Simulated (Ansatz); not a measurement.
**Run report: Ni8H, geometry relaxation (part 1 of 3)**

- system: Ni8H (slab, 9 atoms in the cell)
- method: DFT PBE+D3(BJ), scalar-relativistic, plane waves, PAW, spin-polarised (Ansatz 0.2.0)

The structure derives from an entry of the Crystallography Open Database. The input holds or restrains some coordinates. Forces given for the steps count only the free coordinates.

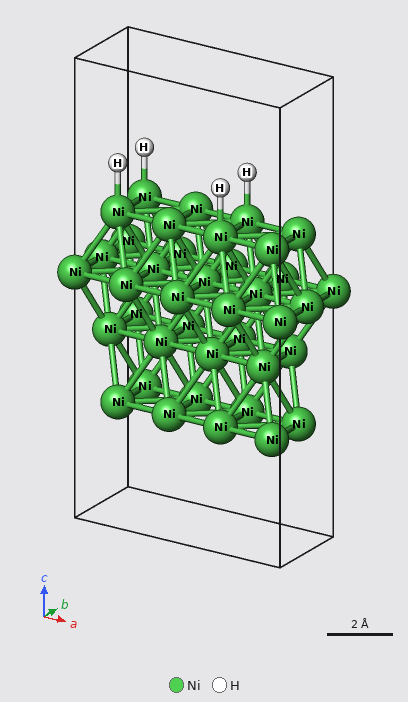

**Figure 1.** The starting structure (ball-and-stick view of the 2 × 2 repeat of the cell, with the vacuum cut short, seen slightly off an axis). An atom can appear more than once, as a periodic image. Near neighbours in the periodic cell (some may lie outside the picture): Ni has 9 Ni at 2.46 Å; Ni has 12 Ni at 2.46 Å; Ni has 1 H at 1.56 Å and 9 Ni at 2.46 Å; H has 1 Ni at 1.56 Å.

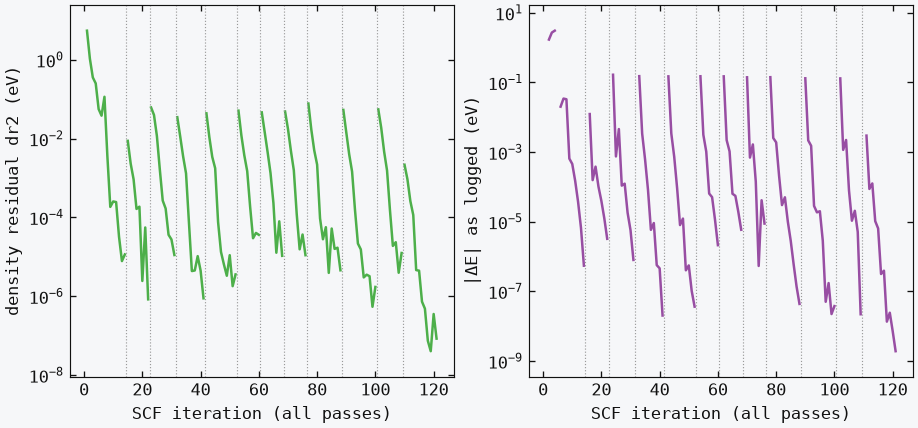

**Figure 2.** Convergence of the self-consistent field: density residual dr2 and size of the energy change against the SCF iteration. The dotted lines part the SCF passes of the relaxation: geometry steps, rejected trials and re-solves on a re-selected basis. The 12 passes take 8 to 14 iterations each, 121 in all.

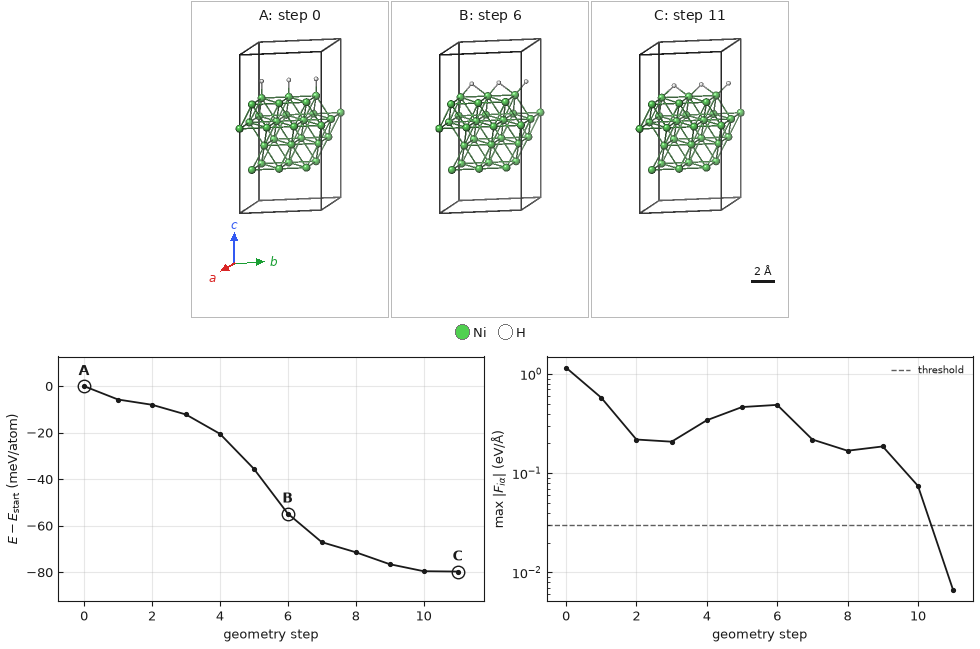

**Figure 3.** Frames of the restrained relaxation (ball-and-stick view of the 1 × 3 repeat of the cell, with the vacuum cut short, seen slightly off an axis) above the curves, on which the letters mark them (the first geometry is step 0 here and step 1 in the log).

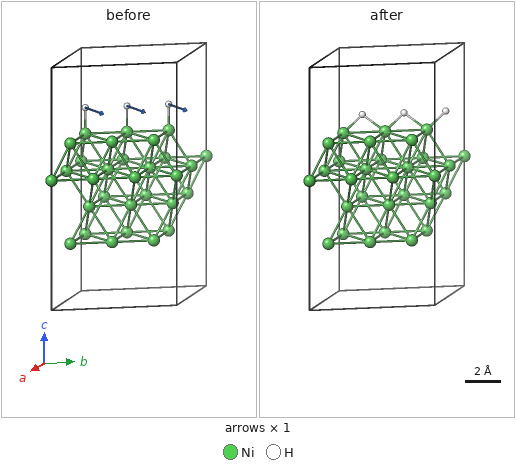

**Figure 4.** Before (left) and after (right) the restrained relaxation, at one scale (ball-and-stick view of the 1 × 3 repeat of the cell, with the vacuum cut short, seen slightly off an axis). The blue arrows give the displacements, at true length. The atom that moves furthest is H9 (1.54 Å). Largest moves by element: H 1.54 Å, Ni 0.05 Å. The lattice vectors keep their values. Among the contacts that change: Ni7–H9 2.912 → 1.669 Å, Ni8–H9 2.912 → 1.725 Å, Ni5–Ni7 2.459 → 2.513 Å, Ni6–Ni7 2.459 → 2.480 Å. New bonds form: Ni7–H9 (2.91 → 1.67 Å), Ni8–H9 (2.91 → 1.73 Å). Over 11 geometry steps the energy falls by 79.7 meV per atom. The largest force component goes from 1.2 to 0.0066 eV/Å. (Atoms are counted from 1 in the order of the input.)

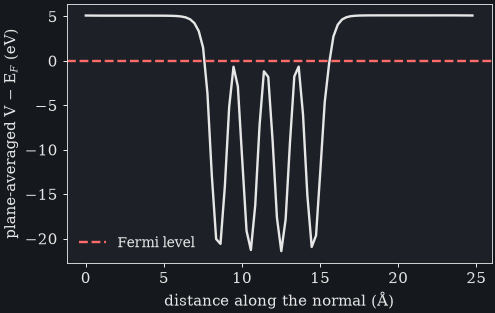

**Figure 5.** Plane average of the electrostatic potential energy of an electron across the cell, from the Fermi level. The vacuum level lies 5.12 eV above the Fermi level on the upper side and 5.09 eV on the lower.

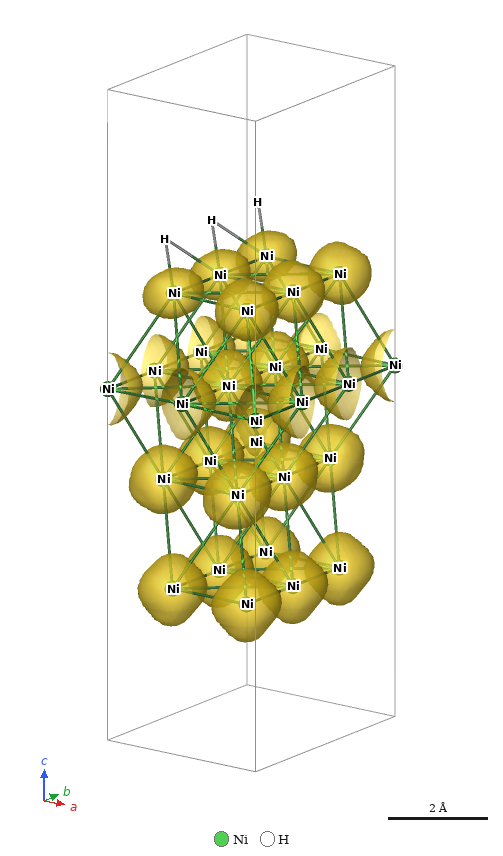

**Figure 6.** Isosurface of the spin density at +0.1 e/Å³ (yellow), seen slightly off an axis. Sticks mark near contacts. The cell of the calculation (9 atoms) carries 4.7 μB net. Core electrons are frozen (PAW), so the fields are smoothed inside the atomic spheres.

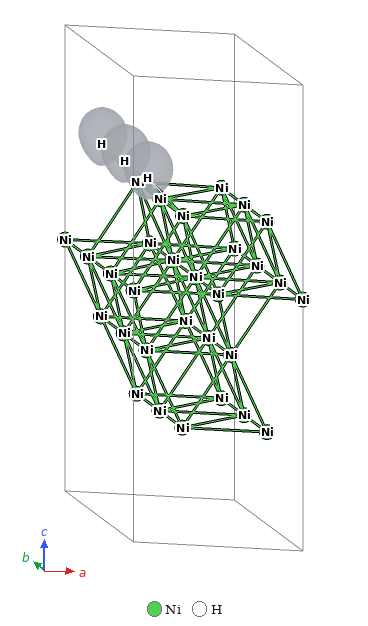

**Figure 7.** Isosurface of the electron localisation function at 0.65 (grey), seen slightly off an axis. Core shells and regions of very low density are left out. Sticks mark near contacts. Along the contacts the grid gives the following. Ni–H (1.67 Å): the ELF climbs to about 1 towards the hydrogen, as it does in any bond to H. Ni–Ni (2.44 Å): the ELF is about 0.25 at the midpoint (no localised pair between them).

The input and output of the run follow.

Input:
```yaml
crystal:
  lattice:
    - [4.9188979676, 0.0, 0.0]
    - [-1.2297244919, 2.1299452993, 0.0]
    - [0.0, 0.0, 25.0243950587]
  atoms:
    - { symbol: Ni, position: [0.3333333333, 0.3333333333, 0.3396685506], spin: 0.77 }
    - { symbol: Ni, position: [0.8333333333, 0.3333333333, 0.3396685506], spin: 0.77 }
    - { symbol: Ni, position: [0.6666666667, 0.6666666667, 0.4199155129], spin: 0.77 }
    - { symbol: Ni, position: [0.1666666667, 0.6666666667, 0.4199155129], spin: 0.77 }
    - { symbol: Ni, position: [0.0, 0.0, 0.5001624752], spin: 0.77 }
    - { symbol: Ni, position: [0.5, 0.0, 0.5001624752], spin: 0.77 }
    - { symbol: Ni, position: [0.3333333333, 0.3333333333, 0.5804094375], spin: 0.77 }
    - { symbol: Ni, position: [0.8333333333, 0.3333333333, 0.5804094375], spin: 0.77 }
    - { symbol: H, position: [0.3333333333, 0.3333333333, 0.6427486068], spin: 1.0 }
basis:
  ecutwfc: 420
kpoints:
  mp_grid: { grid: [7, 13, 1] }
hamiltonian:
  xc: pbe
  dispersion: d3bj
scf:
  occupations: { method: gaussian, width: 0.1 }
output:
  forces: true
  eigenvalues: true
  populations: true
  write_density: true
  write_potential: true
  elf: true
  volumetric_format: npy
magnetization:
  spin_polarized: true
relax:
  adjacent_minimum: "off"
  f_tol: 0.03
  max_steps: 70
  constraints: [{ sites: [0, 1, 2, 3] }]
efield:
  axis: 3
  dipole_correction: true
```

Run as:
```bash
ansatz run input.yaml --threads 4 --pin off --max-ram 10240MiB --backend cpu --events-out ev --progress --plain --runs-dir out
```

The program's output:
```
Warning: crystal.symmetry: narrowed to the stabiliser of the k-point mesh — unitary ops 2 → 1; excluded 1 operation that carries a point of the 7×13×1 mesh (shift [0, 0, 0]) off the mesh (the run samples exactly the mesh kpoints.mp_grid names, as under crystal.symmetry.detect: false, and its converged state has the mesh's symmetry, not the crystal's; ε∞, the Born charges and the force constants of a linear response (`dielectric:` by the response, `phonons.method: dfpt`) are averaged over those of the crystal's operations that the state keeps within a tolerance, where `mesh_tensors`, `unaveraged_element` or `gamma_mean_max_change_ev_ang2` stands beside them; a row that `dielectric.field_direction` solves alone is averaged likewise, with nothing beside; a Γ-centred mesh of equal divisions is mapped onto itself by every operation and keeps the whole group, as does a half-shifted one under kpoints.further_shifts: images)
Engine: ansatz 0.2.0, aarch64-unknown-linux-gnu
Pseudopotentials: kind: paw
Pseudopotential: Ni, paw, valence charge 18, recommended cutoff 420 eV (normal), Ni.paw.azcp
Pseudopotential: H, paw, valence charge 1, recommended cutoff 420 eV (normal), H.paw.azcp
Functional definition: PBE
  parameter kappa = 0.804
  parameter beta = 0.06672455060314922
  exchange = pbe_x(kappa = kappa, mu = beta*pi^2/3)
  correlation = pbe_c(beta = beta)
Crystal: 9 atoms, lattice volume = 262.180 Å³
Basis set: ecut = 420 eV, 5065 PW (Γ), exchange–correlation on 72×36×360 points (8 copies of the dense FFT grid, shifted against one another)
Bands: 92, of which v1, the nominal top of the filled ones, is band 73 counted from 1 (72 counted from 0)
Symmetry: 1 space group operations
k-points: 46 of 91 (time reversal used)
Non-local potential: Ni, projectors of the file, l = 0: 3, l = 1: 2, l = 2: 3, l = 3: 1
Non-local potential: H, projectors of the file, l = 0: 2, l = 1: 1
PAW form: soft (Blöchl's): semilocal exchange-correlation on the pseudo side does not see the compensation charge
PAW one-centre angular grid: Ni, 590 points (default); XC on 64 Gauss nodes
PAW one-centre angular grid: H, 110 points (default); XC on 64 Gauss nodes
Initial density: superposition of atomic densities (neutral atoms: chi_scale 0, normalization atom)
Starting moments: Σ|m| = 7.16 μB on 9 of 9 sites
Initial wavefunctions: pseudopotential atomic-orbital guess
Functional: x = pbe(κ = 0.804, μ = 0.2195149727645171), c = pbe(β = 0.06672455060314922)
SCF iter   1: F=—  HF=-46725.514662 eV  |F-HF|=—  |Δ(HF+E_count)|=         —  Δρ=3.28e-2 (↑1.76e-2 ↓3.28e-2)  dr2=5.47e0  dr2_m=7.07e-1  M=6.431 μB ∫|m|=6.817 μB  β_m=1.00  ethr=3.10e-3  p=0.000 e·Å  D=1.29e-7 V/Å  ΔV_dip=-0.00 eV  dr2_dipole=1.93e-2  V_vac-E_F(+/−)=7.25/7.25 eV  ⟨swp⟩=10.5  Hψ=44185  notcnv=0  defer=316
Mixer restart at iter 1: flushing history
efield: sawtooth ramp at fractional position 0.9412 (placed from the atoms, in the widest stretch of the axis that holds none; the zero of the levels goes with the place), width 0.1000; the density the first Hamiltonian is built on has a dipole p = 0.000 e·Å; the dipole correction subtracts the counter field D = 1.29e-7 V/Å, which shifts the + side's vacuum level by -0.00 eV against the − side's; the planar-averaged density in the ramp window peaks in size at 7.7e-6 e/Å³
preconditioner: auto → LDOS  [metal: Δε(μ)=0.002 eV  Ē_g=7.838 eV  σ=0.100 eV  W_gap=0.01  n_scr=48 (ndim 8)  ℏωp=20.6 eV  f_vac=0.604  D(μ)=14.13/eV (n_scr^D=150)]
spin=Collinear: LDOS preconditioning applied to the charge; magnetization (m = ρ↑ − ρ↓) channel mixes plain (no charge-response kernel on spin).
SCF iter   2: F=—  HF=-46727.224357 eV  |F-HF|=—  |Δ(HF+E_count)|=    1.71e0  Δρ=1.41e-2 (↑1.12e-2 ↓1.41e-2)  dr2=1.06e0  dr2_m=6.52e-2  M=6.032 μB ∫|m|=6.706 μB  β_m=0.31  ethr=3.10e-3  p=0.008 e·Å  D=5.43e-3 V/Å  ΔV_dip=-0.14 eV  dr2_dipole=1.30e-1  V_vac-E_F(+/−)=6.32/6.46 eV  ⟨swp⟩=2.9  Hψ=14591  notcnv=0  defer=987
density mixer auto → msr1: a metal under ldos (density of states about μ 3.41 of a free-electron gas's, 48 screened modes)
SCF iter   3: F=—  HF=-46729.942243 eV  |F-HF|=—  |Δ(HF+E_count)|=    2.72e0  Δρ=9.89e-3 (↑4.69e-3 ↓9.89e-3)  dr2=3.56e-1  dr2_m=4.82e-2  M=5.906 μB ∫|m|=6.608 μB  β_m=0.49  ethr=7.33e-4  p=0.001 e·Å  D=5.82e-4 V/Å  ΔV_dip=-0.01 eV  dr2_dipole=5.01e-2  V_vac-E_F(+/−)=5.96/5.97 eV  ⟨swp⟩=2.9  Hψ=13785  notcnv=0  defer=991
SCF iter   4: F=—  HF=-46733.024247 eV  |F-HF|=—  |Δ(HF+E_count)|=    3.08e0  Δρ=9.97e-3 (↑3.81e-3 ↓9.97e-3)  dr2=2.51e-1  dr2_m=4.64e-2  M=5.479 μB ∫|m|=6.281 μB  β_m=0.75  ethr=2.45e-4  p=-0.003 e·Å  D=-2.23e-3 V/Å  ΔV_dip=0.06 eV  dr2_dipole=7.32e-3  V_vac-E_F(+/−)=5.46/5.41 eV  ⟨swp⟩=2.4  Hψ=14435  notcnv=0  defer=995
SCF iter   5: F=—  HF=-46733.816467 eV  |F-HF|=—  |Δ(HF+E_count)|=         —  Δρ=7.38e-3 (↑4.14e-3 ↓7.38e-3)  dr2=5.60e-2  dr2_m=6.85e-2  M=5.007 μB ∫|m|=5.767 μB  β_m=0.75  ethr=1.73e-4  p=-0.011 e·Å  D=-7.74e-3 V/Å  ΔV_dip=0.19 eV  dr2_dipole=2.31e-3  V_vac-E_F(+/−)=5.36/5.17 eV  ⟨swp⟩=2.6  Hψ=16827  notcnv=0  defer=1001
SCF iter   6: F=—  HF=-46733.836670 eV  |F-HF|=—  |Δ(HF+E_count)|=   2.02e-2  Δρ=3.84e-3 (↑2.07e-3 ↓3.84e-3)  dr2=3.81e-2  dr2_m=1.02e-2  M=4.945 μB ∫|m|=5.673 μB  β_m=0.85  ethr=3.86e-5  p=-0.008 e·Å  D=-5.49e-3 V/Å  ΔV_dip=0.14 eV  dr2_dipole=2.68e-3  V_vac-E_F(+/−)=5.34/5.20 eV  ⟨swp⟩=2.2  Hψ=15138  notcnv=0  defer=1005
SCF iter   7: F=—  HF=-46733.871154 eV  |F-HF|=—  |Δ(HF+E_count)|=   3.45e-2  Δρ=4.97e-3 (↑3.76e-3 ↓4.97e-3)  dr2=1.15e-1  dr2_m=1.91e-3  M=4.923 μB ∫|m|=5.656 μB  β_m=0.62  ethr=2.63e-5  p=-0.017 e·Å  D=-1.14e-2 V/Å  ΔV_dip=0.29 eV  dr2_dipole=2.79e-3  V_vac-E_F(+/−)=5.35/5.07 eV  ⟨swp⟩=2.8  Hψ=16626  notcnv=0  defer=1002  recentre
SCF iter   8: F=—  HF=-46733.838145 eV  |F-HF|=—  |Δ(HF+E_count)|=   3.30e-2  Δρ=1.05e-3 (↑6.49e-4 ↓1.05e-3)  dr2=3.55e-3  dr2_m=5.25e-4  M=4.910 μB ∫|m|=5.641 μB  β_m=0.54  ethr=2.63e-5  p=-0.012 e·Å  D=-8.26e-3 V/Å  ΔV_dip=0.21 eV  dr2_dipole=1.16e-4  V_vac-E_F(+/−)=5.33/5.12 eV  ⟨swp⟩=2.2  Hψ=15603  notcnv=0  defer=1005
SCF iter   9: F=—  HF=-46733.837493 eV  |F-HF|=—  |Δ(HF+E_count)|=   6.52e-4  Δρ=4.28e-4 (↑3.45e-4 ↓4.28e-4)  dr2=1.85e-4  dr2_m=3.11e-4  M=4.906 μB ∫|m|=5.643 μB  β_m=0.77  ethr=2.45e-6  p=-0.012 e·Å  D=-8.57e-3 V/Å  ΔV_dip=0.21 eV  dr2_dipole=2.99e-5  V_vac-E_F(+/−)=5.33/5.12 eV  ⟨swp⟩=3.1  Hψ=15632  notcnv=0  defer=1000
SCF iter  10: F=—  HF=-46733.837951 eV  |F-HF|=—  |Δ(HF+E_count)|=   4.57e-4  Δρ=2.69e-4 (↑2.15e-4 ↓2.69e-4)  dr2=2.54e-4  dr2_m=8.53e-5  M=4.902 μB ∫|m|=5.652 μB  β_m=0.87  ethr=1.28e-7  p=-0.013 e·Å  D=-9.00e-3 V/Å  ΔV_dip=0.23 eV  dr2_dipole=4.26e-5  V_vac-E_F(+/−)=5.33/5.11 eV  ⟨swp⟩=3.0  Hψ=16276  notcnv=0  defer=1003
SCF iter  11: F=—  HF=-46733.838101 eV  |F-HF|=—  |Δ(HF+E_count)|=   1.50e-4  Δρ=2.10e-4 (↑1.27e-4 ↓2.10e-4)  dr2=2.45e-4  dr2_m=8.63e-6  M=4.904 μB ∫|m|=5.659 μB  β_m=0.69  ethr=1.28e-7  p=-0.013 e·Å  D=-8.88e-3 V/Å  ΔV_dip=0.22 eV  dr2_dipole=1.83e-5  V_vac-E_F(+/−)=5.33/5.11 eV  ⟨swp⟩=2.4  Hψ=15112  notcnv=0  defer=1003
SCF iter  12: F=—  HF=-46733.838063 eV  |F-HF|=—  |Δ(HF+E_count)|=   3.73e-5  Δρ=7.19e-5 (↑6.33e-5 ↓7.19e-5)  dr2=3.22e-5  dr2_m=1.16e-6  M=4.905 μB ∫|m|=5.661 μB  β_m=0.59  ethr=1.28e-7  p=-0.013 e·Å  D=-8.88e-3 V/Å  ΔV_dip=0.22 eV  dr2_dipole=1.50e-6  V_vac-E_F(+/−)=5.33/5.11 eV  ⟨swp⟩=2.1  Hψ=12975  notcnv=0  defer=1003
SCF iter  13: F=—  HF=-46733.838057 eV  |F-HF|=—  |Δ(HF+E_count)|=   6.63e-6  Δρ=4.13e-5 (↑2.36e-5 ↓4.13e-5)  dr2=7.80e-6  dr2_m=5.60e-7  M=4.904 μB ∫|m|=5.660 μB  β_m=0.52  ethr=2.22e-8  p=-0.013 e·Å  D=-8.86e-3 V/Å  ΔV_dip=0.22 eV  dr2_dipole=1.14e-6  V_vac-E_F(+/−)=5.33/5.11 eV  ⟨swp⟩=2.9  Hψ=13950  notcnv=0  defer=1003
SCF iter  14: F=-46733.838043 eV  HF=-46733.838056 eV  |F-HF|=1.33e-5  |Δ(HF+E_count)|=   5.46e-7  Δρ=3.34e-5 (↑1.10e-5 ↓3.34e-5)  dr2=1.15e-5  dr2_m=4.06e-7  M=4.904 μB ∫|m|=5.660 μB  ethr=5.38e-9  p=-0.013 e·Å  D=-8.84e-3 V/Å  ΔV_dip=0.22 eV  dr2_dipole=2.69e-6  V_vac-E_F(+/−)=5.33/5.11 eV  ⟨swp⟩=21.2  Hψ=88680  notcnv=0
SCF 1 converged in 14 iterations: F = -46733.838043 eV  dr2 = 1.15e-5
  greatest PAW one-centre occupation: 1.001 electrons in one spin orbital (limit 2), on the Ni atom at site 7 (counted from 0), in its partial waves of l = 1
```
